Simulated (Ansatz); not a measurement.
**Single-point calculation, with input and output: Mo (part 2 of 2)**

The same run, continued: Mo (P1, 8 atoms in the cell); DFT, PBE, plane waves, PAW, Ueff = 2.44 eV on Mo d, spin-polarised (Ansatz 0.2.0); cutoff 420 eV, 3×3×3 k-mesh, Gaussian smearing of 0.0437 eV, collinear spins. The structure is a deliberately distorted cell. The settings are looser than a standard set-up, so the numbers are not reference values.

Geometry of the input (Å; fractional positions):
```
-3.2176  3.1396  3.1639
3.1873  -3.1507  3.1447
3.1620  3.0951  -3.1750
Mo 0.9944  0.9936  0.0010
Mo 0.0297  0.0147  0.5101
Mo 0.0080  0.4879  0.9874
Mo 0.9855  0.4997  0.4882
Mo 0.5147  0.9890  0.0005
Mo 0.4993  0.9923  0.5041
Mo 0.5028  0.4921  0.9931
Mo 0.5009  0.5079  0.4976
```

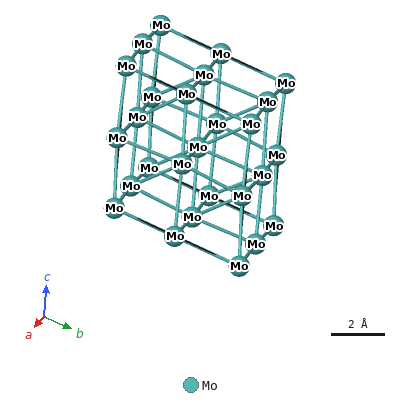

Fig. 1: The structure (ball-and-stick view of the cell of the calculation, set on other vectors, seen slightly off an axis).

**Output, continued**
```
Per-site moments (μB) at R_I (Å): [(-2.541761054685648e-5, 1.0838682832381423), (3.111401672910763e-5, 1.0640397538680173), (2.5745347897598084e-5, 1.105107402749549), (-3.163155347248416e-5, 1.0938718445734106), (3.094635108013828e-5, 1.0838682832381423), (-2.5933591171735304e-5, 1.0875544101773635), (-2.9193900561586685e-5, 1.0640397538680173), (2.661678358391664e-5, 1.0904668424992507)]
Free energy (F): -39626.970125 eV
Harris-Foulkes:  -39626.970125 eV  (|F-HF|=1.67e-10)
Internal energy: -39626.965766 eV  (E = F + TS)
E sigma→0 (E₀):  -39626.967945 eV
Entropy (-TS):   -0.004359 eV (-0.545 meV/atom)
Fermi energy:    20.741582 eV
--- Per-component energies (eV) ---
  E_band       = -453.280053
  E_kinetic    = 3533.687096
  E_local      = -6298.375528  (includes V_loc(G=0)·N_el)
  E_nonlocal   = 1144.083855
  E_hartree    = 2089.865197
  E_xc         = -1469.880274
  E_vxc        = -1834.735840  (∫ρ·V_xc dr)
  E_hubbard    = 20.855270  (on-site DFT+U / exact-exchange correction)
  E_vhub       = -24.639728  (the Hubbard potential's part of the band-sum identity)
  E_paw        = -25611.167705  (= ΣΔE_a)
  E_vpaw       = -1153.030636  (= ΣTr[D̂ρ^β])
  E_aug_tail   = 0.000344  (compensation charges beyond the density's cutoff)
  E_ewald      = -13036.034022
  E_smearing   = -0.004359  (= −TS)
  E_closure    = 0.000000  (closes the sum)
  Σ components = -39626.970125   (vs F -39626.970125, Δ=0.00e0)
--- Forces (eV/Å), atoms counted from 1 ---
  atom   1  Mo    -0.32908594     0.34312510     1.02296902
  atom   2  Mo    -0.40802660    -0.53344781    -1.44939196
  atom   3  Mo     0.85684165    -0.36591379    -0.25031514
  atom   4  Mo    -0.22497740     1.04436017     0.11020155
  atom   5  Mo     0.89109070    -0.57046542    -0.34566433
  atom   6  Mo    -0.35878476    -0.44653503     0.74082264
  atom   7  Mo     0.48455014    -0.14002221     0.35723702
  atom   8  Mo    -0.91160666     0.66889893    -0.18585943
  max |Σ_I F_I| component: 1.13e-6 eV/Å
--- Stress (GPa, compression-positive) ---
       -3.759094      -0.656650       1.228867
       -0.656650       2.264585       0.523687
        1.228867       0.523687      -2.226188
  P = ⅓ Tr σ = -1.2402 GPa (-12.402 kbar)
--- Band table (eV; the first three rows and the last of 28) ---
  k-point 0 ↑: bands = ["-40.0160", "-39.8976", "-39.8894", "-39.8560", "-39.8319", "-39.8228", "-39.8019", "-39.6324", "-14.6572", "-14.6516", "-14.6453", "-14.6135", "-14.5492", "-14.5280", "-14.3512", "-14.2587", "-14.1419", "-13.9484", "-13.9136", "-13.8590", "-13.8123", "-13.7479", "-13.7259", "-13.5742", "-13.4924", "-13.4677", "-13.4388", "-13.4264", "-13.3990", "-13.3677", "-13.3498", "-13.3312", "14.7538", "15.4869", "15.5305", "15.7063", "15.7895", "15.8604", "15.8776", "15.9587", "16.0485", "17.1861", "17.3196", "17.4434", "17.5509", "17.7599", "17.9795", "18.9080", "19.1296", "19.7608", "19.8497", "20.1496", "20.2325", "20.5144", "20.5897", "20.7013", "21.4155", "21.8529", "21.9312", "22.1763", "22.2965", "22.4157", "22.5670", "22.6758", "22.7856", "23.2412", "23.2728", "23.4033", "23.5246"]
  k-point 1 ↑: bands = ["-39.9589", "-39.9415", "-39.9185", "-39.9074", "-39.7613", "-39.7476", "-39.7300", "-39.7096", "-14.4975", "-14.4760", "-14.4664", "-14.4532", "-14.3743", "-14.3583", "-14.3137", "-14.2898", "-14.2678", "-14.2527", "-14.1811", "-14.1373", "-13.6811", "-13.6551", "-13.6260", "-13.6042", "-13.5593", "-13.5436", "-13.5162", "-13.5019", "-13.4744", "-13.4704", "-13.4232", "-13.4077", "16.1081", "16.1121", "16.5950", "16.7025", "16.9095", "16.9827", "17.0984", "17.1451", "17.4616", "17.5017", "17.6139", "17.6405", "17.7661", "17.8490", "17.9766", "18.0124", "18.0303", "18.1289", "18.2530", "18.3244", "18.3969", "18.5046", "18.6150", "18.6608", "21.9309", "22.1199", "22.1885", "22.3123", "22.4248", "22.5697", "22.6165", "22.7623", "22.8495", "22.9305", "23.0571", "23.1528", "23.2366"]
  k-point 2 ↑: bands = ["-40.0200", "-39.9110", "-39.8956", "-39.8489", "-39.8360", "-39.8132", "-39.8007", "-39.6294", "-14.6909", "-14.6652", "-14.6530", "-14.6406", "-14.5323", "-14.5268", "-14.4021", "-14.2513", "-14.0946", "-13.9352", "-13.9115", "-13.8862", "-13.8184", "-13.7407", "-13.7124", "-13.6014", "-13.4910", "-13.4772", "-13.4413", "-13.4008", "-13.3959", "-13.3434", "-13.3267", "-13.2873", "14.7463", "15.4868", "15.5233", "15.7127", "15.7757", "15.8058", "15.8462", "15.9344", "16.0581", "17.1816", "17.2512", "17.3865", "17.5104", "17.7723", "17.9409", "18.7703", "19.0857", "19.7980", "19.8813", "20.1843", "20.3000", "20.4481", "20.5563", "20.6629", "21.6314", "21.7364", "21.9195", "22.2290", "22.3279", "22.4961", "22.6126", "22.7040", "22.8192", "23.2126", "23.3478", "23.4872", "23.5375"]
  k-point 13 ↓: bands = ["-39.9061", "-39.8898", "-39.8673", "-39.8055", "-39.7904", "-39.7749", "-39.7500", "-39.7386", "-14.4386", "-14.3595", "-14.3281", "-14.3091", "-14.2729", "-14.2577", "-14.2076", "-14.1111", "-14.0703", "-14.0263", "-13.9906", "-13.9209", "-13.9016", "-13.8570", "-13.8329", "-13.8069", "-13.7580", "-13.7253", "-13.6754", "-13.6518", "-13.6222", "-13.6004", "-13.5808", "-13.5444", "16.5623", "16.6181", "16.9472", "16.9790", "17.0349", "17.1091", "17.1793", "17.2617", "17.4105", "17.5119", "17.6471", "17.7847", "17.9065", "18.2149", "18.4793", "18.6105", "18.7369", "18.8925", "19.1363", "19.2380", "19.4271", "19.6942", "20.0188", "20.1312", "20.2193", "20.2679", "20.4494", "20.5549", "20.7464", "20.9688", "21.5667", "21.7918", "22.4507", "22.8445", "23.0167", "23.1358", "23.3241"]
Occupation matrices written to [file]
```

**File v_z.tsv**
```
# z_ang	v_es[eV]	v_tot_up[eV]	v_tot_dn[eV]
# format = ansatz-planar-average/11
# xc	pbe
# density_cutoff_ev	1680
# datasets	Mo=:simpson_from_first_knot:soft
# lattice	-3.217628000	3.139560000	3.163872000
# lattice	3.187331000	-3.150675000	3.144690000
# lattice	3.162047000	3.095094000	-3.174986000
# sites	8
# site	42	-0.029342727	-0.005406983	6.267277482
# site	42	1.564316211	1.625758458	-1.479231140
# site	42	4.651582011	1.544129146	-1.575615999
# site	42	-0.034653364	3.030788699	3.139155066
# site	42	1.497903577	-1.498502322	4.736835118
# site	42	3.150265022	0.001541353	3.099547459
# site	42	3.090951272	3.102032883	-0.015069439
# site	42	1.580901749	1.512406615	1.601958294
0.000000	-2.219446e0	-1.770492e1	-1.770492e1
0.136149	-1.530659e0	-1.688516e1	-1.688516e1
0.272299	1.125307e-1	-1.491881e1	-1.491881e1
0.408448	2.565262e0	-1.195589e1	-1.195589e1
0.544598	5.607480e0	-8.248576e0	-8.248576e0
0.680747	8.948487e0	-4.152649e0	-4.152650e0
0.816897	1.223678e1	-1.122330e-1	-1.122339e-1
0.953046	1.510075e1	3.403239e0	3.403238e0
1.089196	1.723028e1	6.008446e0	6.008445e0
1.225345	1.846770e1	7.514688e0	7.514687e0
1.361495	1.881536e1	7.935764e0	7.935763e0
1.497644	1.830313e1	7.314673e0	7.314672e0
1.633794	1.690004e1	5.606887e0	5.606886e0
1.769943	1.462582e1	2.824472e0	2.824472e0
1.906093	1.166818e1	-8.066214e-1	-8.066214e-1
2.042242	8.352575e0	-4.879931e0	-4.879930e0
2.178391	5.050014e0	-8.926231e0	-8.926231e0
2.314541	2.102004e0	-1.251544e1	-1.251544e1
2.450690	-2.134303e-1	-1.530983e1	-1.530983e1
2.586840	-1.689895e0	-1.707609e1	-1.707609e1
2.722989	-2.197673e0	-1.768192e1	-1.768192e1
2.859139	-1.692560e0	-1.708656e1	-1.708656e1
2.995288	-2.203826e-1	-1.533303e1	-1.533302e1
3.131438	2.087746e0	-1.255540e1	-1.255540e1
3.267587	5.023916e0	-8.989755e0	-8.989755e0
3.403737	8.308214e0	-4.976477e0	-4.976477e0
3.539886	1.159626e1	-9.486335e-1	-9.486332e-1
3.676036	1.451341e1	2.620760e0	2.620760e0
3.812185	1.672948e1	5.323576e0	5.323577e0
3.948335	1.805085e1	6.930335e0	6.930337e0
4.084484	1.843771e1	7.400043e0	7.400045e0
4.220634	1.789510e1	6.740626e0	6.740627e0
4.356783	1.641151e1	4.934163e0	4.934163e0
4.492932	1.404836e1	2.048788e0	2.048788e0
4.629082	1.103047e1	-1.645530e0	-1.645531e0
4.765231	7.705600e0	-5.717268e0	-5.717268e0
4.901381	4.449527e0	-9.691408e0	-9.691408e0
5.037530	1.597742e0	-1.314773e1	-1.314773e1
5.173680	-5.816642e-1	-1.576394e1	-1.576394e1
5.309829	-1.893136e0	-1.732198e1	-1.732198e1
```

**Summary**

```json
{"quantity": "outcome", "value": "converged"}
{"quantity": "space group (tolerance 0.01 Å)", "value": "P1 (1)"}
{"quantity": "electrons treated", "value": "112"}
{"quantity": "free energy", "value": "−39626.9701 eV"}
{"quantity": "Fermi energy", "value": "20.742 eV"}
{"quantity": "net moment of the cell", "value": "0.00 μB"}
{"quantity": "integrated absolute moment", "value": "0.00 μB"}
{"quantity": "pressure", "value": "−1.24 GPa"}
{"quantity": "largest force (length of the vector)", "value": "1.597 eV/Å"}
{"quantity": "hardware", "value": "1 thread of an x86-64 CPU, shared host"}
{"quantity": "wall time", "value": "41 s"}
{"quantity": "peak memory", "value": "0.58 GiB"}
```

**Notes**

Settings chosen away from the usual ones: kpoints.mp_grid.grid set to [3, 3, 3] (from [4, 4, 4]). These settings are looser than, or depart from, a standard set-up, so the numbers are not reference values for this system. Warnings of the run: some starting moments were not kept.
